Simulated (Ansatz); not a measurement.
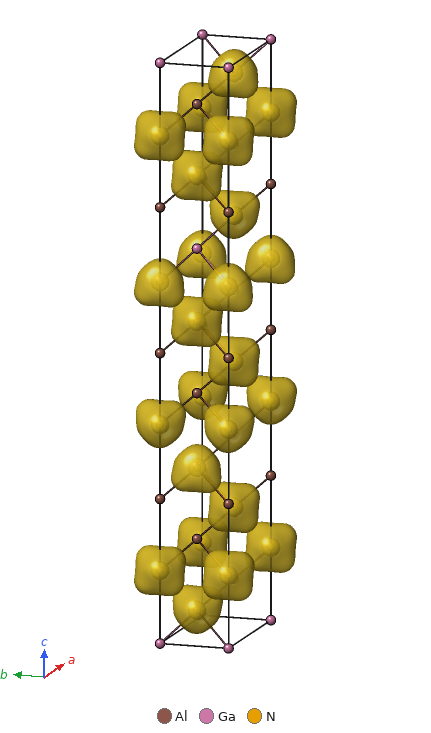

The picture shows: Al₃GaN₄. Isosurface of the ELF at 0.6 (yellow), seen at an oblique angle. Only the valence region is drawn (cores and ρ < 0.01 e/Å³ removed). Sticks mark near contacts.

Space group R-3m; a structure from a database of computed crystals, not necessarily the ambient phase; started from the Mg3ZnO4-166 prototype, which need not be the ambient phase.

Theory: Ansatz 0.2.0, DFT, r2SCAN+rVV10, plane waves, PAW.

The calculation's input:

```
crystal:
  lattice:
    - [1.4419012916, 0.8324820989, 9.4264539478]
    - [-1.4419012916, 0.8324820989, 9.4264539478]
    - [0.0, -1.6649641978, 9.4264539478]
  atoms:
    - { symbol: Al, position: [0.7511201623, 0.7511201623, 0.7511201623] }
    - { symbol: Al, position: [0.5, 0.5, 0.5] }
    - { symbol: Al, position: [0.2488798377, 0.2488798377, 0.2488798377] }
    - { symbol: Ga, position: [0.0, 0.0, 0.0] }
    - { symbol: "N", position: [0.8744249351, 0.8744249351, 0.8744249351] }
    - { symbol: "N", position: [0.6226905826, 0.6226905826, 0.6226905826] }
    - { symbol: "N", position: [0.3773094174, 0.3773094174, 0.3773094174] }
    - { symbol: "N", position: [0.1255750649, 0.1255750649, 0.1255750649] }
kpoints:
  mp_grid: { grid: [12, 12, 12] }
  band_path:
    path:
      - [0.0, 0.0, 0.0]
      - [0.5, 0.5, 0.5]
      - [0.8281338302, 0.1718661698, 0.5]
      - [0.5, -0.1718661698, 0.1718661698]
      - [0.5, 0.0, 0.0]
      - [0.3359330849, -0.3359330849, 0.0]
      - [0.6640669151, 0.0, 0.3359330849]
      - [0.5, 0.0, 0.5]
    npoints: 1
hamiltonian:
  xc: r2scan
  dispersion: rvv10
scf:
  occupations: { method: fermi_dirac, width: 0.03 }
  n_extra_bands: 6
output:
  forces: true
  stress: true
  eigenvalues: true
  write_density: true
  write_potential: true
  elf: true
  volumetric_format: npy
```

Run with:

```sh
ansatz run input.yaml --threads 4 --pin off --max-ram 4608MiB --backend cpu --events-out ev --progress --plain --runs-dir out
```

Below, planes, directions and counts refer to the conventional cell (a = 2.88 Å, b = 2.88 Å, c = 28.28 Å, α = 90.00°, β = 90.00°, γ = 120.00°).

> Identify the bonds, lone pairs and shells in this picture.

At this value the surface marks out twelve regions on N in which the atom's valence shell and bonds are merged, counted in one cell of 24 atoms. Any copies at cell faces, edges or corners count once.

Values along the shortest contacts:
Al–N (2.02 Å): the ELF peaks at about 0.85 in the valence shell of N, 0.8 Å from its nucleus, and is about 0.80 at the midpoint. Ga–N (2.08 Å): the ELF peaks at about 0.80 in the valence shell of N, 0.7 Å from its nucleus, and is about 0.35 at the midpoint.

> Does the calculation give a band gap?

It is gapped, with a Kohn–Sham gap of 3.9 eV on the k-point mesh (the band edges may lie off the mesh, which would make the gap smaller).
